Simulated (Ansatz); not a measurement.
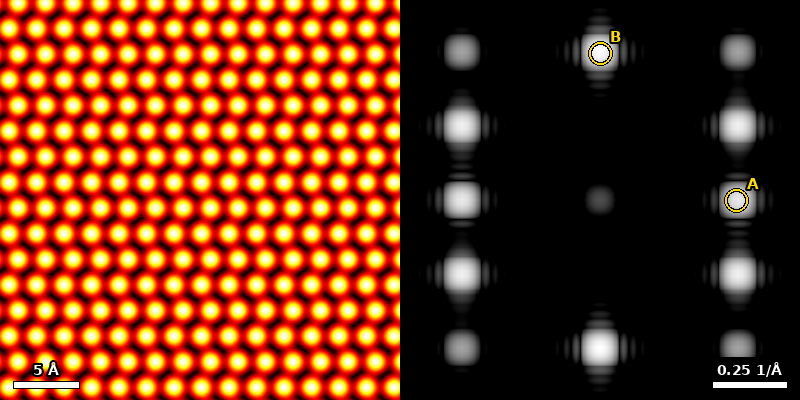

HAADF-like image of Co (P6_3/mmc, No. 194) along [100]. Simulation: incoherent imaging, intensity Z^1.7 per atom, probe width 1.30 Å, thin sample. The probe carries 15 % of its weight in a tail 2.5 times as wide. The display is stretched by a gamma of 0.65; percentages refer to the linear signal. Model: the geometry given to an electronic-structure calculation, possibly off equilibrium.

The right panel is the modulus of the image's Fourier transform on a logarithmic scale.

a = 2.458 Å, b = 2.458 Å, c = 3.967 Å, α = 90.00°, β = 90.00°, γ = 120.00°

Index the marked spots and give their plane spacings (the zone axis points at the viewer; indices equivalent by symmetry, or all signs reversed, are as good).

Answer. A: (0 -1 0), d = 2.13 Å; B: (0 0 -2), d = 1.98 Å. A and B enclose 90°, and every spot obeys the zone law hu + kv + lw = 0 for [100].
